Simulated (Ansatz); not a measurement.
**BeS: density, localisation and related maps**

```cif
data_structure
_symmetry_space_group_name_H-M 'P 1'
_symmetry_Int_Tables_number 1
_cell_length_a 3.3255
_cell_length_b 3.3255
_cell_length_c 4.6282
_cell_angle_alpha 90.000
_cell_angle_beta 90.000
_cell_angle_gamma 90.000
_cell_volume 51.18
loop_
_atom_site_label
_atom_site_type_symbol
_atom_site_fract_x
_atom_site_fract_y
_atom_site_fract_z
_atom_site_occupancy
Be1 Be 0.00000 0.00000 0.00000 1
Be2 Be 0.50000 0.50000 0.50000 1
S1 S 0.00000 0.50000 0.75000 1
S2 S 0.50000 0.00000 0.25000 1
```

Space group I-4m2; computed pressure about 12 GPa in this cell.

Level of theory: DFT PBEsol, scalar-relativistic, plane waves, PAW (Ansatz 0.2.0).

In a PAW calculation such maps are meaningful between the atoms, not at the nuclei.

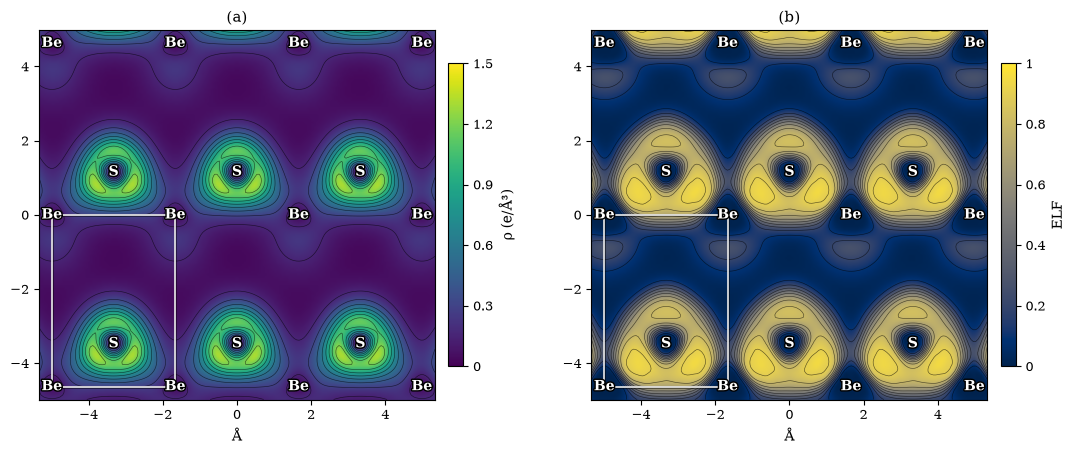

Figure 1. (a) valence pseudo-density; (b) ELF on the (010) plane of the conventional cell.

**What do the fields say about this system?**

- Atoms in the plane: Be and S.
- Be–S (2.03 Å): ρ is about 0.75 e/Å³ halfway; the ELF peaks at about 0.95 between the atoms; a polar covalent bond.
- Between the atoms the lowest density in this plane is 0.03 e/Å³.

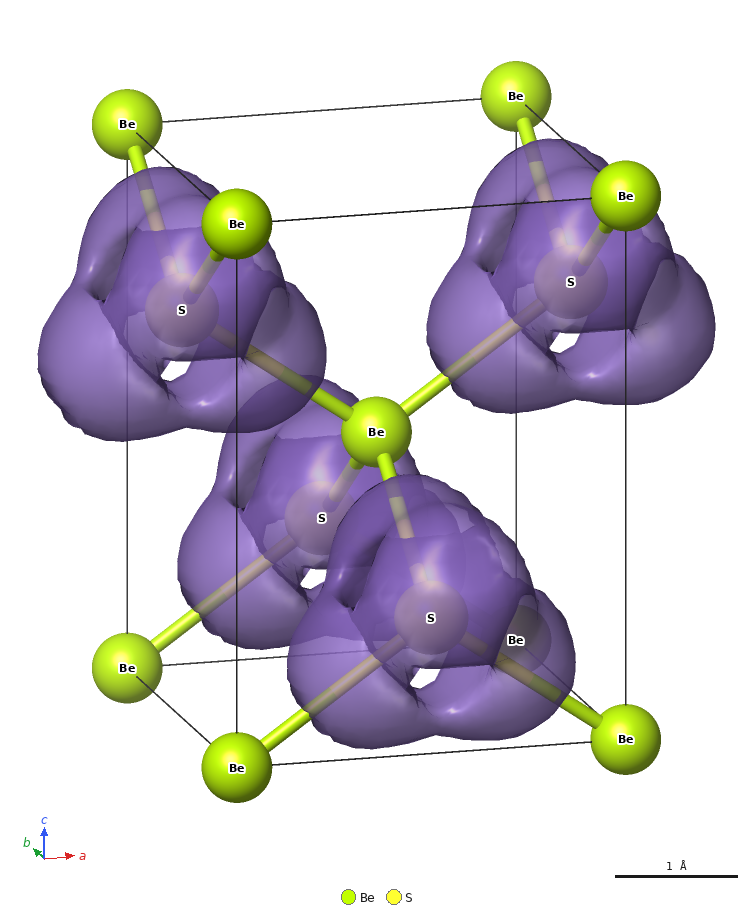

Figure 2. Isosurface of the electron localisation function at 0.8 (purple), seen at an oblique angle. Core shells and regions of very low density are left out. Sticks mark near contacts.

**What do the ELF domains correspond to?**

The ELF exceeds this value in two regions wrapped around S (the valence shell of each), counted in one cell of 4 atoms. Any copies at cell faces, edges or corners count once.

**Does the calculation make it a metal, or give it a gap?**

It is gapped, with a Kohn–Sham gap of 2.5 eV on the k-point mesh, an upper bound to the gap of this method.
